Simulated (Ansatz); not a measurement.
## Single-point calculation, with input and output: Al

System: Al (slab, 20 atoms in the cell).
Method: DFT r2SCAN, scalar-relativistic, plane waves, PAW, no spin polarisation (Ansatz 0.2.0).

The structure derives from a Materials Project entry. It belongs to a series of runs on one base structure; here: (1 0 0) slab cut from the bulk. Figures and captions count atoms from 1; the log counts them from 0 in places.

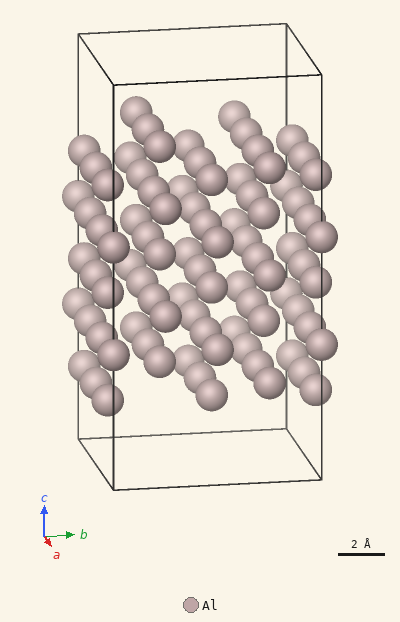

Fig. 1: The input geometry (spheres-only view of the 3 × 1 repeat of the cell, with the vacuum cut short, seen slightly off an axis). An atom can appear more than once, as a periodic image.

### Input
```yaml
crystal:
  lattice:
    - [2.8221979688, 0.0, 0.0]
    - [0.0, 9.2620593451, 0.0]
    - [0.0, 0.0, 26.4057772991]
  atoms:
    - { symbol: Al, position: [0.5, 0.0, 0.2840287531] }
    - { symbol: Al, position: [0.5, 0.5, 0.2840287531] }
    - { symbol: Al, position: [0.0, 0.75, 0.3148817883] }
    - { symbol: Al, position: [0.5, 0.25, 0.3457348236] }
    - { symbol: Al, position: [0.0, 0.0, 0.3765878589] }
    - { symbol: Al, position: [0.0, 0.5, 0.3765878589] }
    - { symbol: Al, position: [0.5, 0.75, 0.4074408942] }
    - { symbol: Al, position: [0.0, 0.25, 0.4382939294] }
    - { symbol: Al, position: [0.5, 0.0, 0.4691469647] }
    - { symbol: Al, position: [0.5, 0.5, 0.4691469647] }
    - { symbol: Al, position: [0.0, 0.75, 0.5] }
    - { symbol: Al, position: [0.5, 0.25, 0.5308530353] }
    - { symbol: Al, position: [0.0, 0.0, 0.5617060706] }
    - { symbol: Al, position: [0.0, 0.5, 0.5617060706] }
    - { symbol: Al, position: [0.5, 0.75, 0.5925591058] }
    - { symbol: Al, position: [0.0, 0.25, 0.6234121411] }
    - { symbol: Al, position: [0.5, 0.0, 0.6542651764] }
    - { symbol: Al, position: [0.5, 0.5, 0.6542651764] }
    - { symbol: Al, position: [0.0, 0.75, 0.6851182117] }
    - { symbol: Al, position: [0.5, 0.25, 0.7159712469] }
basis:
  ecutwfc: 500
kpoints:
  mp_grid: { grid: [12, 4, 1] }
hamiltonian:
  xc: r2scan
scf:
  occupations: { method: gaussian, width: 0.1 }
output:
  forces: true
  stress: true
  eigenvalues: true
efield:
  axis: 3
  dipole_correction: true
  ramp_width: 0.04
```

Hardware: 2 threads of Intel Xeon (Granite Rapids), 32 GiB of memory available, shared host.

Launch command:
```bash
ansatz run input.yaml --threads 2 --pin off --max-ram 5120MiB --backend cpu --events-out ev --progress --plain --runs-dir out
```

### The program's output
```
Engine: ansatz 0.2.0, x86_64-unknown-linux-gnu
Pseudopotentials: kind: paw
Pseudopotential: Al, paw, valence charge 3, recommended cutoff 500 eV (meta_gga), Al.paw.azcp
Functional definition: r2SCAN
  parameter k0 = 0.174
  parameter k1 = 0.065
  parameter a1 = 4.9479
  exchange = r2scan_x(k0 = k0, k1 = k1, a1 = a1)
  correlation = r2scan_c
Crystal: 20 atoms, lattice volume = 690.230 Å³
Basis set: ecut = 500 eV, 17487 PW (Γ), exchange–correlation on 96×288×800 points (64 copies of the dense FFT grid, shifted against one another)
Bands: 50, of which v1, the nominal top of the filled ones, is band 30 counted from 1 (29 counted from 0)
Symmetry: 4 space group operations
Space group: Pmm2 (ITA 25), of the structure as read, at distance tolerance 8.8e-5 Å
k-points: 21 of 48
Non-local potential: Al, projectors of the file, l = 0: 2, l = 1: 2, l = 2: 1
PAW form: soft (Blöchl's): semilocal exchange-correlation on the pseudo side does not see the compensation charge
PAW frozen core: Al, regenerated for the run's functional (the file was generated under x = pbe(κ = 0.804, μ = 0.2195149727645171), c = pbe(β = 0.06672455060314922))
PAW one-centre angular grid: Al, 302 points (default); XC on 160 Gauss nodes
Initial density: superposition of atomic densities (neutral atoms: chi_scale 0, normalization atom), corrected by the library's trained network
Initial wavefunctions: pseudopotential atomic-orbital guess
Functional: x = r2scan, c = r2scan; τ floored in thin density (d = 2e-4 eV/Å³)
SCF iter   1: F=—  HF=-10804.063615 eV  |F-HF|=—  |Δ(HF+E_count)|=         —  Δρ=2.63e-3  dr2=2.75e-1  dr2_τ=8.16e-2  ethr=1.77e-3  p=-0.001 e·Å  D=-3.40e-4 V/Å  ΔV_dip=0.01 eV  dr2_dipole=1.24e-1  V_vac-E_F(+/−)=4.04/4.03 eV  ⟨swp⟩=12.2  Hψ=7014  notcnv=0  defer=20
efield: sawtooth ramp at fractional position 0.9800 (placed from the atoms, in the widest stretch of the axis that holds none; the zero of the levels goes with the place), width 0.0400; the density the first Hamiltonian is built on has a dipole p = -0.001 e·Å; the dipole correction subtracts the counter field D = -3.40e-4 V/Å, which shifts the + side's vacuum level by +0.01 eV against the − side's; the planar-averaged density in the ramp window peaks in size at 2.5e-5 e/Å³
preconditioner: auto → LDOS  [metal: Δε(μ)=0.011 eV  Ē_g=6.896 eV  σ=0.100 eV  W_gap=0.06  n_scr=66 (ndim 8)  ℏωp=10.9 eV  f_vac=0.424  D(μ)=8.88/eV (n_scr^D=44)  β→1.0]
SCF iter   2: F=—  HF=-10804.171369 eV  |F-HF|=—  |Δ(HF+E_count)|=   1.08e-1  Δρ=8.96e-4  dr2=8.96e-3  dr2_τ=5.49e-5  ethr=4.58e-4  p=-0.003 e·Å  D=-8.91e-4 V/Å  ΔV_dip=0.02 eV  dr2_dipole=4.60e-5  V_vac-E_F(+/−)=4.24/4.22 eV  ⟨swp⟩=3.0  Hψ=2006  notcnv=0  defer=227
SCF iter   3: F=—  HF=-10804.172689 eV  |F-HF|=—  |Δ(HF+E_count)|=   1.32e-3  Δρ=2.55e-4  dr2=1.64e-3  dr2_τ=3.49e-6  ethr=1.49e-5  p=-0.003 e·Å  D=-8.79e-4 V/Å  ΔV_dip=0.02 eV  dr2_dipole=1.78e-4  V_vac-E_F(+/−)=4.25/4.23 eV  ⟨swp⟩=2.3  Hψ=1564  notcnv=0  defer=227
SCF iter   4: F=—  HF=-10804.172848 eV  |F-HF|=—  |Δ(HF+E_count)|=   1.59e-4  Δρ=7.07e-5  dr2=1.49e-4  dr2_τ=4.63e-7  ethr=2.73e-6  p=-0.003 e·Å  D=-7.46e-4 V/Å  ΔV_dip=0.02 eV  dr2_dipole=4.51e-5  V_vac-E_F(+/−)=4.26/4.24 eV  ⟨swp⟩=2.2  Hψ=1266  notcnv=0  defer=227
SCF iter   5: F=—  HF=-10804.172863 eV  |F-HF|=—  |Δ(HF+E_count)|=   1.52e-5  Δρ=2.30e-5  dr2=9.78e-6  dr2_τ=3.57e-8  ethr=2.48e-7  p=-0.003 e·Å  D=-7.09e-4 V/Å  ΔV_dip=0.02 eV  dr2_dipole=1.31e-6  V_vac-E_F(+/−)=4.27/4.25 eV  ⟨swp⟩=2.5  Hψ=1499  notcnv=0  defer=227
SCF iter   6: F=—  HF=-10804.172840 eV  |F-HF|=—  |Δ(HF+E_count)|=   2.30e-5  Δρ=6.03e-6  dr2=8.47e-7  dr2_τ=3.14e-9  ethr=1.63e-8  p=-0.003 e·Å  D=-6.83e-4 V/Å  ΔV_dip=0.02 eV  dr2_dipole=3.38e-8  V_vac-E_F(+/−)=4.27/4.25 eV  ⟨swp⟩=2.5  Hψ=1495  notcnv=0  defer=227
SCF iter   7: F=-10804.172840 eV  HF=-10804.172840 eV  |F-HF|=5.55e-9  |Δ(HF+E_count)|=   1.11e-7  Δρ=1.42e-6  dr2=3.65e-8  dr2_τ=1.65e-10  ethr=1.67e-10  p=-0.003 e·Å  D=-6.76e-4 V/Å  ΔV_dip=0.02 eV  dr2_dipole=1.23e-9  V_vac-E_F(+/−)=4.27/4.25 eV  ⟨swp⟩=31.5  Hψ=7852  notcnv=0
SCF 1 converged in 7 iterations: F = -10804.172840 eV  dr2 = 3.65e-8
  greatest PAW one-centre occupation: 0.482 electrons in one spin orbital (limit 2), on the Al atom at site 19 (counted from 0), in its partial waves of l = 0
```

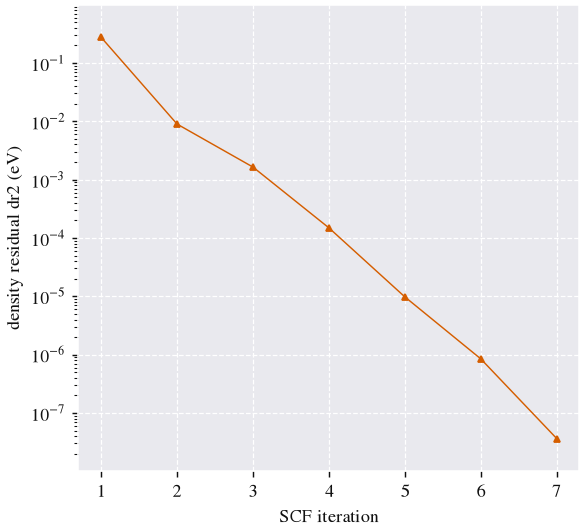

Fig. 2: Convergence of the self-consistent field: density residual dr2 against the SCF iteration. The residual falls at every step.

```
SCF converged after 7 iterations
Free energy (F): -10804.172840 eV
Harris-Foulkes:  -10804.172840 eV  (|F-HF|=5.55e-9)
Internal energy: -10804.126340 eV  (E = F + TS)
E sigma→0 (E₀):  -10804.149590 eV
Entropy (-TS):   -0.046500 eV (-2.325 meV/atom)
Fermi energy:    1.611632 eV
Dipole field:    D = -0.000651 V/Å  (p = -0.002482 e·Å, saw-weighted, corrected)
Work function:   Φ+ = 4.2704 eV   Φ− = 4.2533 eV
Levels:          The Fermi level and band energies are counted from a zero that moves with the ramp; work functions are not
--- Per-component energies (eV) ---
  E_band       = -175.320230
  E_kinetic    = 450.871977
  E_local      = -15323.344518  (includes V_loc(G=0)·N_el)
  E_nonlocal   = 195.496323
  E_hartree    = 7578.806594
  E_xc         = -726.800364
  E_vxc        = -612.448235  (∫ρ·V_xc dr)
  E_paw        = -9461.764640  (= ΣΔE_a)
  E_vpaw       = -67.873550  (= ΣTr[D̂ρ^β])
  E_aug_tail   = -0.000016  (compensation charges beyond the density's cutoff)
  E_vtau       = 24.367162  (kinetic-family band-sum trace: ∫τ·v_τ [+ j·A + Jᵃ·Aᵃ] dr)
  E_efield     = 0.000001  (sawtooth field / dipole correction)
  E_vefield    = -0.007949  (∫n·V_field dr)
  E_ewald      = 6483.810464
  E_core_change = -1.202161  (= ΣΔE_core)
  E_smearing   = -0.046500  (= −TS)
  E_closure    = 0.000000  (closes the sum)
  Σ components = -10804.172840   (vs F -10804.172840, Δ=0.00e0)
--- Forces (eV/Å), atoms counted from 1 ---
  atom   1  Al     0.00000000     0.06046377     0.09594372
  atom   2  Al     0.00000000    -0.06046377     0.09594372
  atom   3  Al     0.00000000     0.00000000    -0.20888114
  atom   4  Al     0.00000000     0.00000000    -0.29827110
  atom   5  Al     0.00000000    -0.07137766     0.14266875
  atom   6  Al     0.00000000     0.07137766     0.14266875
  atom   7  Al     0.00000000     0.00000000     0.01100245
  atom   8  Al     0.00000000     0.00000000    -0.05882146
  atom   9  Al     0.00000000     0.00593824    -0.01207463
  atom  10  Al     0.00000000    -0.00593824    -0.01207463
  atom  11  Al     0.00000000     0.00000000     0.02447849
  atom  12  Al     0.00000000     0.00000000     0.00051054
  atom  13  Al     0.00000000     0.12418346     0.01718650
  atom  14  Al     0.00000000    -0.12418346     0.01718650
  atom  15  Al     0.00000000     0.00000000    -0.17156970
  atom  16  Al     0.00000000     0.00000000     0.06396222
  atom  17  Al     0.00000000     0.03672297     0.25856365
  atom  18  Al     0.00000000    -0.03672297     0.25856365
  atom  19  Al     0.00000000     0.00000000    -0.20031391
  atom  20  Al     0.00000000     0.00000000    -0.16668442
  max |Σ_I F_I| component: 1.20e-5 eV/Å
--- Stress (GPa, compression-positive) ---
       -1.599593       0.000000       0.000000
        0.000000      -0.701637       0.000000
        0.000000       0.000000       0.075031
  P = ⅓ Tr σ = -0.7421 GPa (-7.421 kbar)
--- Band table (eV; the first three rows and the last of 21) ---
  k-point 0: bands = ["-10.2081", "-9.4840", "-8.4143", "-8.3873", "-8.3210", "-7.6838", "-7.6769", "-6.8803", "-6.5414", "-6.4449", "-5.2616", "-5.0208", "-4.7323", "-3.4065", "-3.3199", "-3.0664", "-2.8946", "-2.6189", "-2.6064", "-2.0254", "-1.6691", "-1.5828", "-1.2821", "-0.7535", "-0.5562", "-0.0105", "0.5930", "0.8073", "0.9813", "1.2041", "1.8116", "2.8303", "3.1534", "3.2237", "3.7134", "3.9767", "4.9419", "5.0182", "5.2221", "5.4667", "5.4709", "5.7375", "5.9121", "6.1156", "6.1946", "6.4034", "6.5857", "6.9303", "7.0014", "7.1862"]
  k-point 1: bands = ["-10.0941", "-9.3730", "-9.1826", "-8.4800", "-8.1993", "-7.3821", "-7.3475", "-6.7410", "-6.5847", "-5.9710", "-5.3538", "-4.9209", "-4.7120", "-4.3867", "-3.9768", "-3.4547", "-3.2018", "-2.5500", "-2.2926", "-1.7932", "-1.3779", "-1.1536", "-1.0623", "-0.6127", "-0.3127", "0.2461", "0.6159", "0.8474", "1.0811", "1.8387", "2.1492", "2.6269", "3.0115", "3.1175", "3.3020", "3.7521", "4.1507", "4.2592", "4.8200", "5.0678", "5.1774", "5.4181", "5.8639", "6.1601", "6.2161", "6.4618", "6.6042", "6.8545", "7.0274", "7.1372"]
  k-point 2: bands = ["-9.7732", "-9.7309", "-9.0783", "-8.9845", "-7.9473", "-7.8022", "-6.4463", "-6.3957", "-6.1459", "-6.0734", "-5.5073", "-5.4448", "-4.5877", "-4.5770", "-4.2759", "-4.2570", "-2.7416", "-2.6154", "-2.4935", "-2.4088", "-1.0873", "-0.9479", "-0.7958", "-0.4469", "0.8421", "0.8677", "1.0098", "1.0221", "1.4164", "1.5737", "1.8209", "1.9769", "2.7844", "2.7951", "3.2803", "3.3524", "3.7762", "4.0105", "4.6296", "4.6469", "5.3509", "5.5481", "5.9118", "5.9861", "6.0946", "6.1135", "6.3677", "6.5098", "7.0175", "7.4163"]
  k-point 20: bands = ["-4.9537", "-4.9515", "-4.9247", "-4.8975", "-4.2859", "-4.2764", "-4.2480", "-4.1304", "-3.2616", "-3.1379", "-3.0826", "-3.0267", "-1.9203", "-1.9017", "-1.7692", "-1.7437", "-1.5313", "-1.5257", "-1.4598", "-1.1200", "-0.7985", "-0.7206", "-0.7130", "-0.5876", "0.0970", "0.1460", "0.2652", "0.2802", "0.3701", "0.4231", "0.7283", "0.7745", "1.8688", "2.0886", "2.1046", "2.1763", "2.2062", "2.2101", "2.3188", "2.4322", "3.4355", "3.5850", "3.6695", "3.7732", "3.9468", "4.0559", "4.0932", "4.2467", "5.0787", "5.1464"]
```

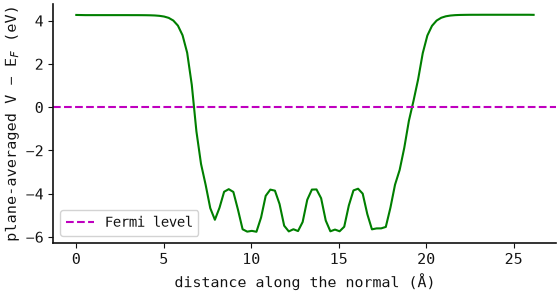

Fig. 3: Plane average of the electrostatic potential energy of an electron across the cell, from the Fermi level. The vacuum level lies 4.27 eV above the Fermi level.

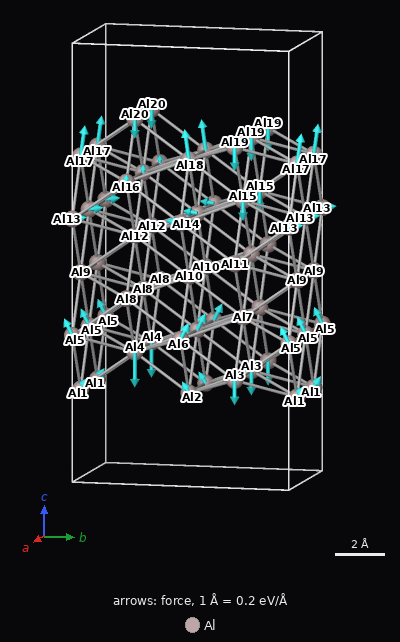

Fig. 4: Forces on the atoms as teal arrows (ball-and-stick view of the 2 × 1 repeat of the cell, with the vacuum cut short, seen slightly off an axis; atoms are numbered from 1 in the order of the input); the smallest are left out. The largest act on Al4 (0.30 eV/Å); Al17, Al18 (0.26 eV/Å); Al3 (0.21 eV/Å); Al19 (0.20 eV/Å), among others. The geometry is not a stationary point of this energy.

### Results in brief

| quantity | value |
| --- | --- |
| outcome | converged |
| electrons treated | 60 |
| free energy | −10804.1728 eV |
| work function, top face | 4.27 eV |
| work function, bottom face | 4.25 eV |
| Fermi energy | 1.612 eV |
| gap on the k-point mesh | none (metallic) |
| work function (upper face) | 4.27 eV |
| largest force (length of the vector) | 0.298 eV/Å |
| wall time | 38 s (CPU time 76 s) |
| peak memory | 2.3 GiB |
